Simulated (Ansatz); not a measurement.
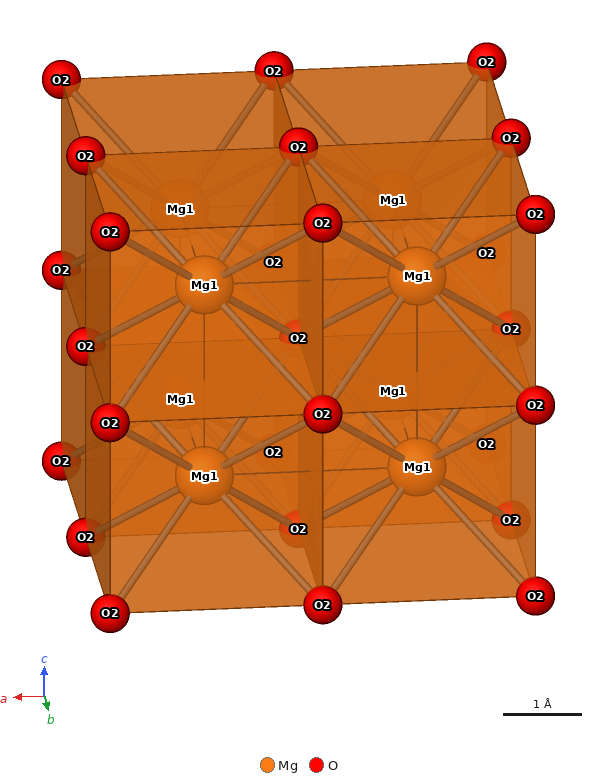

Figure 1. The input geometry of run A (polyhedral view of the cell of the calculation, seen at an oblique angle; polyhedra are completed across the faces of the cell; atoms are numbered from 1 in the order of the input).

# MgO: a changed input and its effect

System: MgO (2 atoms in the cell).
Method of run A: DFT, r2SCAN, plane waves, PAW, no spin polarisation (Ansatz 0.2.0).

The structure was built on a prototype by a generator. The geometry comes from this level: r2SCAN (a point of a series of strains). Text and figures count atoms from 1; the logs count them from 0 in places.

### Input file, run A
```yaml
crystal:
  lattice:
    - [2.7482204712, 0.0, 0.0]
    - [0.0, 2.7482204712, 0.0]
    - [0.0, 0.0, 2.6233490561]
  atoms:
    - { symbol: Mg, position: [0.0, 0.0, 0.0] }
    - { symbol: O, position: [0.5, 0.5, 0.5] }
kpoints:
  mp_grid: { grid: [10, 10, 10] }
  band_path:
    path: [[0.0, 0.0, 0.0], [0.0, 0.5, 0.0], [0.5, 0.5, 0.0], [0.5, 0.5, 0.5]]
    npoints: 1
hamiltonian:
  xc: r2scan
scf:
  occupations: { method: fixed }
  n_extra_bands: 4
output:
  forces: true
  stress: true
  eigenvalues: true
  write_density: true
  write_potential: true
  elf: true
  volumetric_format: npy
```

Launched with:
```bash
ansatz run input.yaml --threads 4 --pin off --max-ram 3686MiB --backend cpu --events-out ev --progress --plain --runs-dir out
```

Hardware: 4 threads of an x86-64 CPU, shared host.

### Output, shortened to warnings, some set-up lines, iterations and results (run A)
```
Basis set: ecut = 500 eV, 489 PW (Γ), exchange–correlation on 96×96×80 points (64 copies of the dense FFT grid, shifted against one another)
Symmetry: 16 space group operations
k-points: 126 of 1000
Initial density: superposition of atomic densities (neutral atoms: chi_scale 0, normalization atom), corrected by the library's trained network
[...]
SCF iter   1: F=—  HF=-2496.497901 eV  |F-HF|=—  |Δ(HF+E_count)|=         —  Δρ=1.03e-2  dr2=1.60e-2  dr2_τ=5.03e-2  ethr=1.77e-3  ⟨swp⟩=4.3  Hψ=8026  notcnv=0  defer=194
SCF iter   2: F=—  HF=-2496.588376 eV  |F-HF|=—  |Δ(HF+E_count)|=   9.05e-2  Δρ=5.24e-3  dr2=2.32e-3  dr2_τ=3.80e-4  ethr=9.98e-5  ⟨swp⟩=2.8  Hψ=3811  notcnv=0  defer=231
SCF iter   3: F=—  HF=-2496.588446 eV  |F-HF|=—  |Δ(HF+E_count)|=   7.02e-5  Δρ=1.21e-3  dr2=2.49e-4  dr2_τ=2.92e-5  ethr=1.45e-5  ⟨swp⟩=2.6  Hψ=2346  notcnv=0  defer=246
SCF iter   4: F=—  HF=-2496.588423 eV  |F-HF|=—  |Δ(HF+E_count)|=   2.29e-5  Δρ=5.21e-4  dr2=4.65e-5  dr2_τ=4.56e-6  ethr=1.56e-6  ⟨swp⟩=2.1  Hψ=2112  notcnv=0  defer=246
SCF iter   5: F=—  HF=-2496.588411 eV  |F-HF|=—  |Δ(HF+E_count)|=   1.24e-5  Δρ=7.41e-5  dr2=7.13e-7  dr2_τ=6.78e-8  ethr=2.91e-7  ⟨swp⟩=2.0  Hψ=1789  notcnv=0  defer=16
SCF iter   6: F=-2496.588411 eV  HF=-2496.588411 eV  |F-HF|=2.28e-8  |Δ(HF+E_count)|=   9.55e-8  Δρ=1.50e-5  dr2=3.11e-8  dr2_τ=5.10e-9  ethr=6.25e-10  ⟨swp⟩=10.0  Hψ=10285  …
SCF 1 converged in 6 iterations: F = -2496.588411 eV  dr2 = 3.11e-8
NSCF: frozen V_eff on 4 k-points
SCF converged after 6 iterations
Free energy (F): -2496.588411 eV
Harris-Foulkes:  -2496.588411 eV  (|F-HF|=2.28e-8)
Internal energy: -2496.588411 eV  (E = F + TS)
E sigma→0 (E₀):  -2496.588411 eV
Fermi energy:    8.978912 eV
--- Per-component energies (eV) ---
  E_band       = -325.191598
  E_kinetic    = 253.406443
  E_local      = -1600.334695  (includes V_loc(G=0)·N_el)
  E_nonlocal   = 142.485081
  E_hartree    = 548.871253
  E_xc         = -102.120626
  E_vxc        = -147.632535  (∫ρ·V_xc dr)
  E_paw        = -456.230258  (= ΣΔE_a)
  E_vpaw       = -80.568903  (= ΣTr[D̂ρ^β])
  E_aug_tail   = 0.001052  (compensation charges beyond the density's cutoff)
  E_vtau       = 9.712267  (kinetic-family band-sum trace: ∫τ·v_τ [+ j·A + Jᵃ·Aᵃ] dr)
  E_ewald      = -1282.608510
  E_core_change = -0.058149  (= ΣΔE_core)
  E_smearing   = -0.000000  (= −TS)
  E_closure    = 0.000000  (closes the sum)
  Σ components = -2496.588411   (vs F -2496.588411, Δ=0.00e0)
--- Forces (eV/Å), atoms counted from 1 ---
  atom   1  Mg     0.00000000     0.00000000     0.00000000
  atom   2  O      0.00000000    -0.00000000     0.00000000
  max |Σ_I F_I| component: 2.05e-29 eV/Å
--- Stress (GPa, compression-positive) ---
      -21.177078       0.000000       0.000000
        0.000000     -21.177078       0.000000
        0.000000       0.000000       6.771299
  P = ⅓ Tr σ = -11.8610 GPa (-118.610 kbar)
```

For run B the input was changed thus:
```diff
-  xc: r2scan
+  xc: pbe
-  occupations: { method: fixed }
+  occupations: { method: fermi_dirac, width: 0.02 }
```

Predict how the results change.

The total energies belong to different methods, so their difference says nothing on which is more stable or more accurate. The gap on the mesh goes from 2.27 to 1.47 eV. The pressure goes from −11.86 to −6.13 GPa. The functional changes from r2SCAN to PBE. The number of SCF iterations is the same. The default cutoff goes from 500 to 420 eV with the change. The plane waves at Γ go from 489 to 381.

### Output, shortened to warnings, some set-up lines, iterations and results (run B)
```
Basis set: ecut = 420 eV, 381 PW (Γ), exchange–correlation on 40×40×36 points (8 copies of the dense FFT grid, shifted against one another)
Symmetry: 16 space group operations
k-points: 126 of 1000
Initial density: superposition of atomic densities (neutral atoms: chi_scale 0, normalization atom), corrected by the library's trained network
[...]
SCF iter   1: F=—  HF=-2492.564196 eV  |F-HF|=—  |Δ(HF+E_count)|=         —  Δρ=1.26e-3  dr2=2.08e-4  ethr=1.77e-3  ⟨swp⟩=6.1  Hψ=9047  notcnv=0
SCF iter   2: F=—  HF=-2492.564340 eV  |F-HF|=—  |Δ(HF+E_count)|=   1.44e-4  Δρ=1.28e-3  dr2=2.99e-4  ethr=1.30e-6  ⟨swp⟩=3.3  Hψ=3983  notcnv=0
SCF iter   3: F=—  HF=-2492.564335 eV  |F-HF|=—  |Δ(HF+E_count)|=   4.57e-6  Δρ=6.03e-4  dr2=6.86e-5  ethr=1.30e-6  ⟨swp⟩=1.9  Hψ=1743  notcnv=0
SCF iter   4: F=—  HF=-2492.564272 eV  |F-HF|=—  |Δ(HF+E_count)|=   6.28e-5  Δρ=9.75e-5  dr2=9.52e-7  ethr=4.29e-7  ⟨swp⟩=2.0  Hψ=1884  notcnv=0
SCF iter   5: F=—  HF=-2492.564272 eV  |F-HF|=—  |Δ(HF+E_count)|=   1.33e-7  Δρ=4.00e-5  dr2=2.43e-7  ethr=5.95e-9  ⟨swp⟩=1.4  Hψ=1680  notcnv=0
SCF iter   6: F=-2492.564272 eV  HF=-2492.564272 eV  |F-HF|=3.82e-8  |Δ(HF+E_count)|=   6.10e-8  Δρ=1.66e-5  dr2=4.45e-8  ethr=6.25e-10  ⟨swp⟩=7.3  Hψ=7486  notcnv=0
SCF 1 converged in 6 iterations: F = -2492.564272 eV  dr2 = 4.45e-8
NSCF: frozen V_eff on 4 k-points
SCF converged after 6 iterations
Free energy (F): -2492.564272 eV
Harris-Foulkes:  -2492.564272 eV  (|F-HF|=3.82e-8)
Internal energy: -2492.564272 eV  (E = F + TS)
E sigma→0 (E₀):  -2492.564272 eV
Fermi energy:    10.006072 eV
--- Per-component energies (eV) ---
  E_band       = -305.437857
  E_kinetic    = 252.712837
  E_local      = -1598.024228  (includes V_loc(G=0)·N_el)
  E_nonlocal   = 142.774057
  E_hartree    = 547.189563
  E_xc         = -104.323821
  E_vxc        = -133.638069  (∫ρ·V_xc dr)
  E_paw        = -450.286617  (= ΣΔE_a)
  E_vpaw       = -63.640779  (= ΣTr[D̂ρ^β])
  E_aug_tail   = 0.002448  (compensation charges beyond the density's cutoff)
  E_ewald      = -1282.608510
  E_smearing   = -0.000000  (= −TS)
  E_closure    = -0.000000  (closes the sum)
  Σ components = -2492.564272   (vs F -2492.564272, Δ=0.00e0)
--- Forces (eV/Å), atoms counted from 1 ---
  atom   1  Mg    -0.00000000     0.00000000     0.00000000
  atom   2  O      0.00000000    -0.00000000     0.00000000
  max |Σ_I F_I| component: 1.53e-30 eV/Å
--- Stress (GPa, compression-positive) ---
      -14.992798       0.000000       0.000000
        0.000000     -14.992798       0.000000
        0.000000       0.000000      11.609598
  P = ⅓ Tr σ = -6.1253 GPa (-61.253 kbar)
```

### The two runs side by side

```tsv
quantity	run A	run B
outcome	converged	converged
free energy per atom (eV)	−1248.2942	−1246.2821
gap on the mesh (eV)	2.27	1.47
pressure (GPa)	−11.86	−6.13
largest force (eV/Å)	0.000	0.000
SCF iterations	6	6
irreducible k-points	126	126
plane waves at Γ	489	381
```
